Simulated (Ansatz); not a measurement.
System: CdO.

Input file:

```
crystal:
  lattice:
    - [0.0, 2.3453409452, 2.3453409452]
    - [2.3453409452, 0.0, 2.3453409452]
    - [2.3453409452, 2.3453409452, 0.0]
  atoms:
    - { symbol: Cd, position: [0.0, 0.0, 0.0] }
    - { symbol: O, position: [0.5, 0.5, 0.5] }
basis:
  ecutwfc: 420
kpoints:
  mp_grid: { grid: [6, 6, 6] }
  band_path:
    path:
      - [0.0, 0.0, 0.0]
      - [0.5, 0.0, 0.5]
      - [0.625, 0.25, 0.625]
      - [0.375, 0.375, 0.75]
      - [0.5, 0.5, 0.5]
      - [0.5, 0.25, 0.75]
      - [0.0, 0.0, -0.5]
    npoints: 1
hamiltonian:
  xc: pbe0
scf:
  occupations: { method: gaussian, width: 0.1 }
  n_extra_bands: 4
output:
  eigenvalues: true
  write_density: true
  write_potential: true
  elf: true
  volumetric_format: npy
```

Run with:

```sh
ansatz run input.yaml --threads 2 --pin off --max-ram 5120MiB --backend cpu --events-out ev --progress --plain --runs-dir out
```

Below, planes, directions and counts refer to the conventional cell (a = 4.69 Å, b = 4.69 Å, c = 4.69 Å, α = 90.00°, β = 90.00°, γ = 90.00°).

Space group Fm-3m.

The calculation used DFT PBE0, scalar-relativistic, plane waves, PAW (Ansatz 0.2.0).

> What will maps of the valence pseudo-density and electron localisation function show?

Cd–O (2.35 Å): ρ is about 0.36 e/Å³ halfway; the ELF peaks at about 0.80 in the valence shell of O, 0.6 Å from its nucleus, and drops to about 0.10 between the two atoms (no localised pair shows between them).

> Metal or insulator at this level of theory?

It is gapped, with a Kohn–Sham gap of 1.6 eV on the k-point mesh (the band edges may lie off the mesh, which would make the gap smaller).

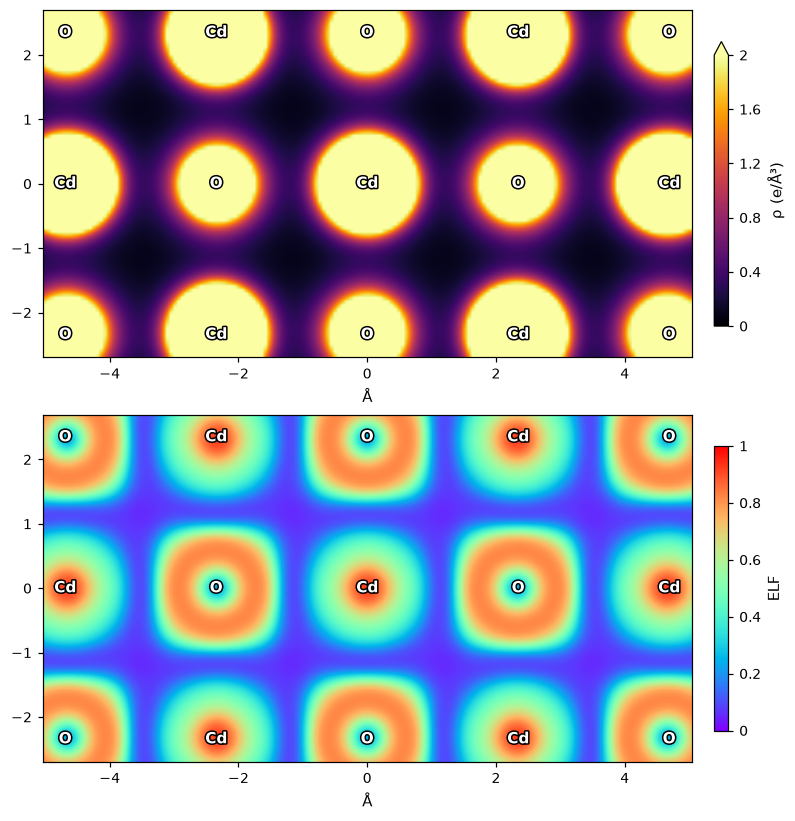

Computed valence pseudo-density and electron localisation function on the (001) plane of the conventional cell, in this order. 

The density is the valence pseudo-density of a PAW calculation; it isn't the true density close to the nuclei.
